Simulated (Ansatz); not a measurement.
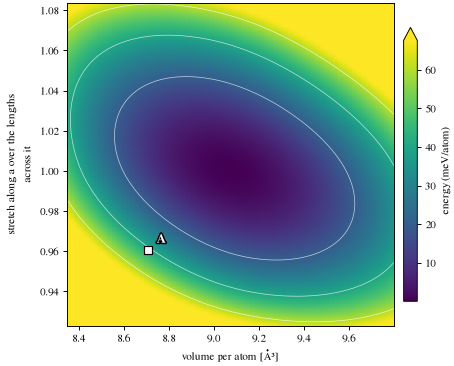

BN (Fmm2, No. 42; 2 atoms in the cell). The energy is mapped over volume and the cell's shape. Coordinates scanned: (1) volume per atom; (2) stretch along a over the lengths across it, relative to the relaxed cell. Relaxed at each point: the atoms inside the fixed cell. The scan uses a 5 × 5 grid. Points are written as (first, second). Energies are in meV/atom, from the lowest grid point. Computed with DFT PBE+D3(BJ), scalar-relativistic, plane waves, PAW (Ansatz 0.2.0). Settings: cutoff 520 eV, k-mesh 12×12×12, gaussian smearing 0.05 eV, no spin polarisation.

The picture shows a smooth colour map with a few white contour lines, one colour for all values above the top of the scale, the point A. Between grid points the surface is interpolated.

Question: Which way does the force act at A, and how strong is it?

Answer: A, at (8.71 Å³, 0.961), is not a stationary point. The computed force is 99.2 meV/atom for each Å³ towards larger values of volume per atom and 1300 meV/atom for each unit towards larger values of the second coordinate.

PAW datasets: the set soft_1.
